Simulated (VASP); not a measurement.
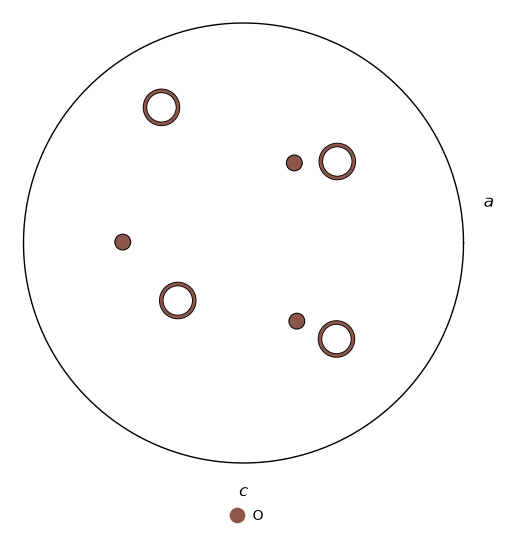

Directions from one hafnium atom at (0.775, 0.459, 0.708) to its bonded neighbours, in stereographic projection down b (filled: above the plane of the page or in it, open: below). Crystal: HfO2, coordinates from a relaxation with VASP, VASP Kohn-Sham DFT of a periodic cell, BLYP with D4, VASP PAW PBE potentials, recommended. Symmetry computed with spglib at a tolerance of 0.002 Å; standard conventional cell.

Neighbours are counted up to 2.68 Å for O.

```yaml
crystal:
  lattice:
    - [5.14333, 0.00000, 0.00000]
    - [0.00000, 5.18814, 0.00000]
    - [-0.87476, 0.00000, 5.26216]
  atoms:
    - { symbol: Hf, position: [0.77531, 0.45890, 0.70830] }
    - { symbol: Hf, position: [0.22469, 0.95890, 0.79170] }
    - { symbol: Hf, position: [0.22469, 0.54110, 0.29170] }
    - { symbol: Hf, position: [0.77531, 0.04110, 0.20830] }
    - { symbol: O, position: [0.56739, 0.17226, 0.84841] }
    - { symbol: O, position: [0.43261, 0.67226, 0.65159] }
    - { symbol: O, position: [0.43261, 0.82774, 0.15159] }
    - { symbol: O, position: [0.56739, 0.32774, 0.34841] }
    - { symbol: O, position: [0.94820, 0.74298, 0.97650] }
    - { symbol: O, position: [0.05180, 0.24298, 0.52350] }
    - { symbol: O, position: [0.05180, 0.25702, 0.02350] }
    - { symbol: O, position: [0.94820, 0.75702, 0.47650] }
```

**How many neighbours are there, and at what angles?**

7: 1 O at 2.04 Å, 1 O at 2.06 Å, 1 O at 2.14 Å, 1 O at 2.15 Å, 1 O at 2.17 Å, 1 O at 2.25 Å, 1 O at 2.27 Å. Angles between bonds: 71° (1×), 72° (2×), 74° (1×), 75° (1×), 76° (2×), 83° (1×), 85° (1×), 87° (1×), 88° (1×), 89° (1×), 102° (1×), 115° (1×), 116° (1×), 118° (1×), and larger ones.

**What is the site's symmetry in the crystal?**

Point group 1 (C1), order 1: the identity alone. In No. 14, P2₁/c this is Wyckoff position 4e.
